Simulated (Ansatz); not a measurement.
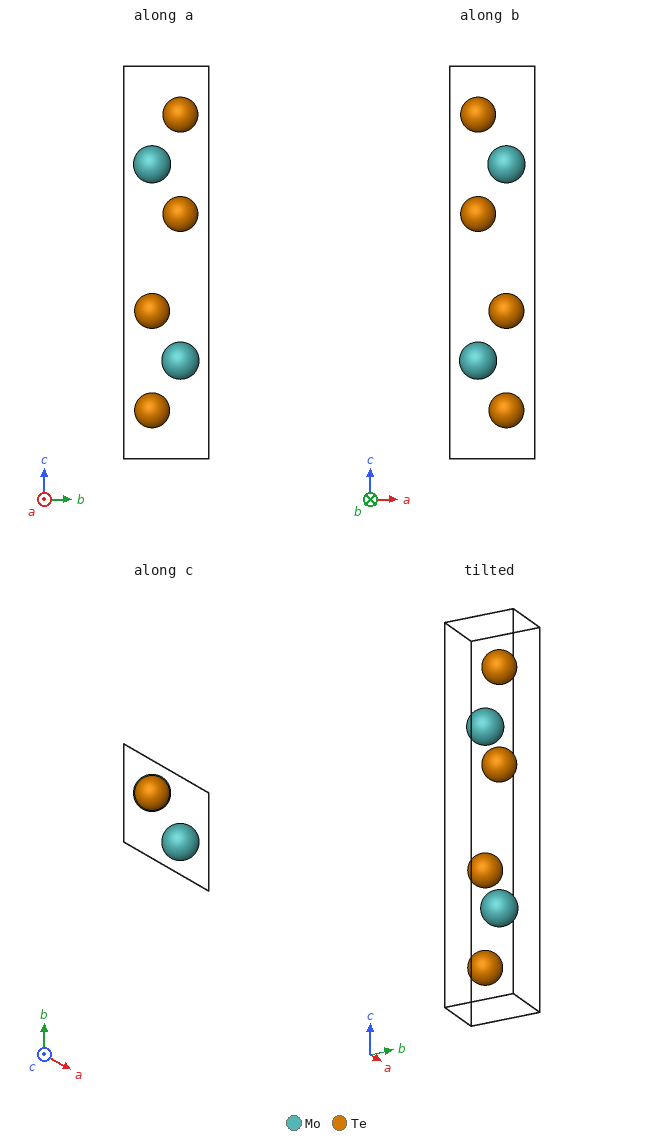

The structure above is drawn in spheres-only style and viewed along the a axis, along the b axis, along the c axis and slightly off an axis. One conventional unit cell is framed, with atoms on its boundary repeated.

Lattice parameters: a = 3.5421 Å, b = 3.5421 Å, c = 14.1766 Å, α = 90.000°, β = 90.000°, γ = 120.000°.

### Give the structure in the form of a CIF in P1 with every atom of the cell, with free fractional coordinates to two decimals.

```cif
data_structure
_symmetry_space_group_name_H-M 'P 1'
_symmetry_Int_Tables_number 1
_cell_length_a 3.5421
_cell_length_b 3.5421
_cell_length_c 14.1766
_cell_angle_alpha 90.000
_cell_angle_beta 90.000
_cell_angle_gamma 120.000
_cell_volume 154.04
loop_
_atom_site_label
_atom_site_type_symbol
_atom_site_fract_x
_atom_site_fract_y
_atom_site_fract_z
_atom_site_occupancy
Mo1 Mo 0.3333 0.6667 0.25 1
Mo2 Mo 0.6667 0.3333 0.75 1
Te1 Te 0.6667 0.3333 0.38 1
Te2 Te 0.6667 0.3333 0.12 1
Te3 Te 0.3333 0.6667 0.88 1
Te4 Te 0.3333 0.6667 0.62 1
```

Origin of the cell: a structure type filled with these elements by a generator (whether the compound takes this form wasn't checked). Earlier steps of the study may have refined or changed the cell and positions. A calculation with Ansatz used it as input.
